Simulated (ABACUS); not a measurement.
## Band-structure run of Hf

The run: band-structure run of Hf (Im-3m, 1 atom in the cell). Method and program: Kohn-Sham DFT of a periodic cell, PBE, PseudoDojo NC SR 0.5 PBE standard, no spin polarisation (ABACUS 3.10.1).

The structure derives from an entry of the Crystallography Open Database. It belongs to a series of runs on one base structure; here: bands on the converged density.

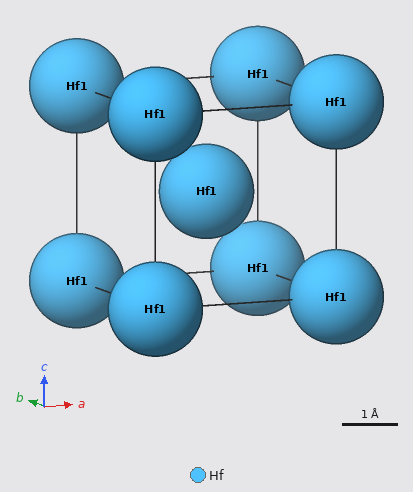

Fig. 1: The structure (spheres-only view of the cell 2 times as large as that of the calculation, set on its symmetry axes, seen slightly off an axis; atoms are numbered from 1 in the order of the input).

Input
```
INPUT_PARAMETERS
suffix              Hf
calculation         nscf
basis_type          lcao
pseudo_dir          ./
orbital_dir         ./
symmetry            -1
dft_functional      pbe
ecutwfc             100.0
pseudo_rcut         10
nspin               1
nbands              16
ks_solver           genelpa
smearing_method     fd
smearing_sigma      0.00367493
scf_thr             1e-07
scf_nmax            100
mixing_type         broyden
mixing_beta         0.7
init_chg            file
out_band            1
```

File STRU
```
ATOMIC_SPECIES
Hf 178.4900 Hf.upf

NUMERICAL_ORBITAL
Hf_confined-atom_8au_3s2p2d1f.orb

LATTICE_CONSTANT
1.8897261246

LATTICE_VECTORS
1.8050000000 1.8050000000 1.8050000000
-1.8050000000 1.8050000000 1.8050000000
-1.8050000000 -1.8050000000 1.8050000000

ATOMIC_POSITIONS
Direct

Hf
0.0
1
0.0000000000 0.0000000000 0.0000000000 1 1 1
```

File KPT
```
K_POINTS
8
Line
0.00000000 0.00000000 0.00000000 10 // G
-0.50000000 -0.50000000 -0.50000000 10 // H
0.00000000 0.00000000 -0.50000000 10 // N
0.00000000 0.00000000 0.00000000 10 // G
-0.25000000 0.25000000 -0.25000000 10 // P
-0.50000000 -0.50000000 -0.50000000 1 // H
-0.25000000 0.25000000 -0.25000000 10 // P
0.00000000 0.00000000 -0.50000000 1 // N
```

Machine: 4 threads of Intel Xeon @ 2.90GHz (Ice Lake), 64 GiB of memory available, shared host.

Launch command:
```bash
OMP_NUM_THREADS=1 mpirun -np 4 abacus > log
```

The program's output
```
ABACUS v3.10.1

               Atomic-orbital Based Ab-initio Computation at UStc

 ------------------------------------------------------------------------------------

 READING GENERAL INFORMATION
                           global_out_dir = OUT.Hf/
                           global_in_card = INPUT
                               pseudo_dir = ./
                              orbital_dir = ./
                                    DSIZE = 4
                                    GSIZE = 1

 READING UNITCELL INFORMATION
                                    ntype = 1
                  lattice constant (Bohr) = 1.88973
              lattice constant (Angstrom) = 1

 READING ATOM TYPE 1
                               atom label = Hf
                      L=0, number of zeta = 3
                      L=1, number of zeta = 2
                      L=2, number of zeta = 2
                      L=3, number of zeta = 1
             number of atom for this type = 1

                        TOTAL ATOM NUMBER = 1
DIRECT COORDINATES
    atom                   x                   y                   z     mag                  vx                  vy                  vz
taud_Hf1            0.0000000000        0.0000000000        0.0000000000  0.0000        0.0000000000        0.0000000000        0.0000000000

                          Volume (Bohr^3) = 158.741
                             Volume (A^3) = 23.5229

 Lattice vectors: (Cartesian coordinate: in unit of a_0)
               +1.805              +1.805              +1.805
               -1.805              +1.805              +1.805
               -1.805              -1.805              +1.805
 Reciprocal vectors: (Cartesian coordinate: in unit of 2 pi/a_0)
            +0.277008                  -0           +0.277008
            -0.277008           +0.277008                  -0
                   +0           -0.277008           +0.277008
 The esolver type has been set to : ksdft_lcao

                PAO radial cut off (Bohr) = 10

 Read in pseudopotential file is Hf.upf
                     pseudopotential type = NC
          exchange-correlation functional = PBE
                 nonlocal core correction = 1
                        valence electrons = 12
                                     lmax = 3
                           number of zeta = 4
                     number of projectors = 8
                           L of projector = 0
                           L of projector = 0
                           L of projector = 1
                           L of projector = 1
                           L of projector = 2
                           L of projector = 2
                           L of projector = 3
                           L of projector = 3
     initial pseudo atomic orbital number = 10

 SETUP THE ELECTRONS NUMBER
            electron number of element Hf = 12
      total electron number of element Hf = 12
            AUTOSET number of electrons:  = 12
                           occupied bands = 6
                                   NLOCAL = 26
                                   NBANDS = 16
                                   NBANDS = 16
                                   NLOCAL = 26

%%%%%%%%%%%%%%%%%%%%%%%%%%%%%%%%%%%%%%%%%%%%%%%%%%%%%%%%%%%%%%%%%%%%%%%%%%%%%%%%%%%%%%%%%%%%%%%%%%%%%%%%%%
 Warning: the number of valence electrons in pseudopotential > 4 for Hf: [Xe] 4f14 5d2 6s2
 Pseudopotentials with additional electrons can yield (more) accurate outcomes, but may be less efficient.
 If you're confident that your chosen pseudopotential is appropriate, you can safely ignore this warning.
%%%%%%%%%%%%%%%%%%%%%%%%%%%%%%%%%%%%%%%%%%%%%%%%%%%%%%%%%%%%%%%%%%%%%%%%%%%%%%%%%%%%%%%%%%%%%%%%%%%%%%%%%%

 SETUP THE PLANE WAVE BASIS
 energy cutoff for charge/potential (unit:Ry) = 400
            fft grid for charge/potential = [ 40, 40, 40 ]
                        fft grid division = [ 5, 5, 5 ]
        big fft grid for charge/potential = [ 8, 8, 8 ]
                                     nbxx = 128
                                     nrxx = 16000

 SETUP PLANE WAVES FOR CHARGE/POTENTIAL
                    number of plane waves = 21457
                         number of sticks = 1043

 PARALLEL PW FOR CHARGE/POTENTIAL
     PROC   COLUMNS(POT)             PW
        1            261           5365
        2            261           5365
        3            260           5363
        4            261           5364
 --------------- sum -------------------
        4           1043          21457
                            number of |g| = 217
                                  max |g| = 36.0648
                                  min |g| = 0.153467

----------- Double Check Mixing Parameters Begin ------------
mixing_type: broyden
mixing_beta: 0.7
mixing_gg0: 1
mixing_gg0_min: 0.1
mixing_ndim: 8
----------- Double Check Mixing Parameters End ------------

 SETUP K-POINTS
                                    nspin = 1
                                   nkstot = 62
K-POINTS DIRECT COORDINATES
 KPOINTS    DIRECT_X    DIRECT_Y    DIRECT_Z  WEIGHT
       1  0.00000000  0.00000000  0.00000000  1.0000
       2 -0.05000000 -0.05000000 -0.05000000  1.0000
       3 -0.10000000 -0.10000000 -0.10000000  1.0000
       4 -0.15000000 -0.15000000 -0.15000000  1.0000
       5 -0.20000000 -0.20000000 -0.20000000  1.0000
       6 -0.25000000 -0.25000000 -0.25000000  1.0000
       7 -0.30000000 -0.30000000 -0.30000000  1.0000
       8 -0.35000000 -0.35000000 -0.35000000  1.0000
       9 -0.40000000 -0.40000000 -0.40000000  1.0000
      10 -0.45000000 -0.45000000 -0.45000000  1.0000
      11 -0.50000000 -0.50000000 -0.50000000  1.0000
      12 -0.45000000 -0.45000000 -0.50000000  1.0000
      13 -0.40000000 -0.40000000 -0.50000000  1.0000
      14 -0.35000000 -0.35000000 -0.50000000  1.0000
      15 -0.30000000 -0.30000000 -0.50000000  1.0000
      16 -0.25000000 -0.25000000 -0.50000000  1.0000
      17 -0.20000000 -0.20000000 -0.50000000  1.0000
      18 -0.15000000 -0.15000000 -0.50000000  1.0000
      19 -0.10000000 -0.10000000 -0.50000000  1.0000
      20 -0.05000000 -0.05000000 -0.50000000  1.0000
      21  0.00000000  0.00000000 -0.50000000  1.0000
      22  0.00000000  0.00000000 -0.45000000  1.0000
      23  0.00000000  0.00000000 -0.40000000  1.0000
      24  0.00000000  0.00000000 -0.35000000  1.0000
      25  0.00000000  0.00000000 -0.30000000  1.0000
      26  0.00000000  0.00000000 -0.25000000  1.0000
      27  0.00000000  0.00000000 -0.20000000  1.0000
      28  0.00000000  0.00000000 -0.15000000  1.0000
      29  0.00000000  0.00000000 -0.10000000  1.0000
      30  0.00000000  0.00000000 -0.05000000  1.0000
[... 32 further k points ...]

           k-point number in this process = 62
       minimum distributed K point number = 62

[... K-POINTS CARTESIAN COORDINATES: 62 rows ...]

[... K-POINTS DIRECT COORDINATES: 62 rows ...]

 SETUP PLANE WAVES FOR WAVE FUNCTIONS
     energy cutoff for wavefunc (unit:Ry) = 100
              fft grid for wave functions = [ 40, 40, 40 ]
                    number of plane waves = 3511
                         number of sticks = 311

 PARALLEL PW FOR WAVE FUNCTIONS
     PROC   COLUMNS(POT)             PW
        1             77            877
        2             78            878
        3             78            878
        4             78            878
 --------------- sum -------------------
        4            311           3511

 SET NONLOCAL PSEUDOPOTENTIAL PROJECTORS
 max number of nonlocal projetors among all species is 8

 -------------------------------------------
 NONSELF-CONSISTENT
 -------------------------------------------

 SETUP SEARCHING RADIUS FOR PROGRAM TO SEARCH ADJACENT ATOMS
                  longest orb rcut (Bohr) = 8
   longest nonlocal projector rcut (Bohr) = 2.46
                     search radius (Bohr) = 20.9
              searching radius is (Bohr)) = 20.9
         searching radius unit is (Bohr)) = 1.89
                         PeriodicBoundary = 1
                        Radius(unit:lat0) = 11.1
                                   glayer = [ 6, 6, 6 ]
                             glayer_minus = [ 5, 5, 5 ]

Find the coordinate range of the input atom(unit:lat0).
                                  min_tau = [ -27.1, -27.1, -27.1 ]
                                  max_tau = [ 27.1, 27.1, 27.1 ]
                                BoxNumber = [ 11, 11, 11 ]

 SETUP EXTENDED REAL SPACE GRID FOR GRID INTEGRATION
                          real space grid = [ 40, 40, 40 ]
                 big cell numbers in grid = [ 8, 8, 8 ]
             meshcell numbers in big cell = [ 5, 5, 5 ]
                        extended fft grid = [ 14, 14, 14 ]
                dimension of extened grid = [ 37, 37, 37 ]
                            UnitCellTotal = 125
              Atom number in sub-FFT-grid = 1
    Local orbitals number in sub-FFT-grid = 26
                                ParaV.nnr = 25181
                                 init_chg = file
 try to read charge from file
 Read in the charge density: OUT.Hf//Hf-CHARGE-DENSITY.restart

 LCAO ALGORITHM --------------- ION=   1  ELEC=   1--------------------------------
[... levels at 62 k points of this process ...]

 Density error is 0.00000000000
----------------------------------------------------------
     Energy           Rydberg                 eV
----------------------------------------------------------
 E_KohnSham     -112.8702241489      -1535.6781829625
 E_KS(sigma->0) -112.8700465317      -1535.6757663558
 E_Harris       -112.8702241489      -1535.6781829625
 E_band         -11.1268999338       -151.3892401755
 E_one_elec     -22.2348512995       -302.5206718564
 E_Hartree      14.6382372893        199.1634358102
 E_xc           -28.4546636135       -387.1455598164
 E_Ewald        -76.8185912907       -1045.1705538864
 E_entropy(-TS) -0.0003552345        -0.0048332135
 E_descf        0.0000000000         0.0000000000
 E_exx          0.0000000000         0.0000000000
 E_Fermi        0.9974121847         13.5704889667
----------------------------------------------------------

 charge density convergence is achieved
 final etot is -1535.6781830 eV
 EFERMI = 13.570488967 eV

 STATE ENERGY(eV) AND OCCUPATIONS    NSPIN == 1
 1/62 kpoint (Cartesian) = 0.0000 0.0000 0.0000 (668 pws)
       1       -48.2726      0.0322581
       2       -16.5446      0.0322581
       3       -16.5446      0.0322581
       4       -16.5446      0.0322581
       5        6.61060      0.0322581
       6        14.9761    1.99426e-14
       7        14.9761    1.99426e-14
       8        14.9761    1.99426e-14
       9        17.6517    1.14712e-37
      10        17.6517    1.14712e-37
      11        26.5148        0.00000
      12        26.5148        0.00000
      13        26.5148        0.00000
      14        36.5722        0.00000
      15        36.5722        0.00000
      16        36.5722        0.00000

 2/62 kpoint (Cartesian) = 0.0000 0.0000 -0.027701 (672 pws)
       1       -48.2700      0.0322581
       2       -16.5689      0.0322581
       3       -16.5560      0.0322581
       4       -16.5560      0.0322581
       5        6.78498      0.0322581
       6        14.9394    4.15772e-14
       7        14.9394    4.15772e-14
       8        15.0614    3.61882e-15
       9        17.3403    5.80875e-35
      10        17.7624    1.25403e-38
      11        26.8453        0.00000
      12        26.8453        0.00000
      13        26.8456        0.00000
      14        34.1803        0.00000
      15        36.3564        0.00000
      16        36.3564        0.00000

 3/62 kpoint (Cartesian) = 0.0000 0.0000 -0.055402 (670 pws)
       1       -48.2625      0.0322581
       2       -16.6355      0.0322581
       3       -16.5891      0.0322581
       4       -16.5891      0.0322581
       5        7.29290      0.0322581
       6        14.8629    1.91649e-13
       7        14.8629    1.91649e-13
       8        15.3153    2.25509e-17
       9        16.5463    4.57910e-28
      10        18.0450    4.40370e-41
      11        27.6629        0.00000
      12        27.7817        0.00000
      13        27.7817        0.00000
      14        31.0438        0.00000
      15        35.6280        0.00000
      16        35.6280        0.00000

 4/62 kpoint (Cartesian) = 0.0000 0.0000 -0.083102 (661 pws)
       1       -48.2511      0.0322581
       2       -16.7280      0.0322581
       3       -16.6413      0.0322581
       4       -16.6413      0.0322581
       5        8.08482      0.0322581
       6        14.8291    3.77131e-13
       7        14.8291    3.77131e-13
       8        15.5290    3.14073e-19
       9        15.7308    5.55482e-21
      10        18.3518    9.53042e-44
      11        28.1416        0.00000
      12        28.6604        0.00000
      13        29.1522        0.00000
      14        29.1522        0.00000
      15        34.3550        0.00000
      16        34.3550        0.00000

 5/62 kpoint (Cartesian) = 0.0000 0.0000 -0.11080 (661 pws)
       1       -48.2372      0.0322581
       2       -16.8259      0.0322581
       3       -16.7080      0.0322581
       4       -16.7080      0.0322581
       5        9.07716      0.0322581
       6        14.4810    3.98538e-10
       7        14.9233    5.73681e-14
       8        14.9233    5.73681e-14
       9        16.2931    7.25119e-26
      10        18.4938    5.56743e-45
      11        26.3108        0.00000
      12        29.6399        0.00000
      13        30.3143        0.00000
      14        30.3143        0.00000
      15        33.2561        0.00000
      16        33.2561        0.00000

 6/62 kpoint (Cartesian) = 0.0000 0.0000 -0.13850 (656 pws)
       1       -48.2223      0.0322581
       2       -16.9115      0.0322581
       3       -16.7829      0.0322581
       4       -16.7829      0.0322581
       5        10.1398      0.0322581
       6        13.5101      0.0248411
       7        15.2054    2.03283e-16
       8        15.2054    2.03283e-16
       9        16.9762    8.45849e-32
      10        18.2038    1.83883e-42
      11        25.8226        0.00000
      12        29.4100        0.00000
      13        29.4100        0.00000
      14        30.5249        0.00000
      15        34.4083        0.00000
      16        34.4083        0.00000

[... levels at 56 further k points ...]

 --------------------------------------------
 !FINAL_ETOT_IS -1535.678182962545 eV
 --------------------------------------------

 Output bands in file: OUT.Hf/BANDS_1.dat
```

Standard output
```
ABACUS v3.10.1

               Atomic-orbital Based Ab-initio Computation at UStc

%%%%%%%%%%%%%%%%%%%%%%%%%%%%%%%%%%%%%%%%%%%%%%%%%%%%%%%%%%%%%%%%%%%%%%%%%%%%%%%%%%%%%%%%%%%%%%%%%%%%%%%%%
 Warning: the number of valence electrons in pseudopotential > 4 for Hf: [Xe] 4f14 5d2 6s2
 Pseudopotentials with additional electrons can yield (more) accurate outcomes, but may be less efficient.
 If you're confident that your chosen pseudopotential is appropriate, you can safely ignore this warning.
%%%%%%%%%%%%%%%%%%%%%%%%%%%%%%%%%%%%%%%%%%%%%%%%%%%%%%%%%%%%%%%%%%%%%%%%%%%%%%%%%%%%%%%%%%%%%%%%%%%%%%%%%

 UNIFORM GRID DIM        : 40 * 40 * 40
 UNIFORM GRID DIM(BIG)   : 8 * 8 * 8
 ---------------------------------------------------------
 ---------------------------------------------------------
 SPIN    KPOINTS         PROCESSORS  THREADS     NBASE
 1       62              4           4           26
 ---------------------------------------------------------
 Use Systematically Improvable Atomic bases
 ---------------------------------------------------------
 ELEMENT ORBITALS        NBASE       NATOM       XC
 Hf      3s2p2d1f-8au    26          1
 ---------------------------------------------------------
 Initial plane wave basis and FFT box
 ---------------------------------------------------------
 -------------------------------------------
 NONSELF-CONSISTENT :
 -------------------------------------------
 START CHARGE      : file
 ITER       ETOT/eV          EDIFF/eV         DRHO     TIME/s
 GE1     -1.53567818e+03   0.00000000e+00   0.0000e+00   0.37
```

Results in brief

```csv
quantity,value
outcome,converged
space group (tolerance 0.01 Å),Im-3m (229)
electrons treated,12
Fermi energy of the self-consistent step,13.520 eV
wall time,0.74 s (CPU time 2.5 s)
peak memory,0.36 GiB
```

Notes

Points of doubt noted for this run: home made orbitals. Spin–orbit coupling is left out, which matters for Hf.
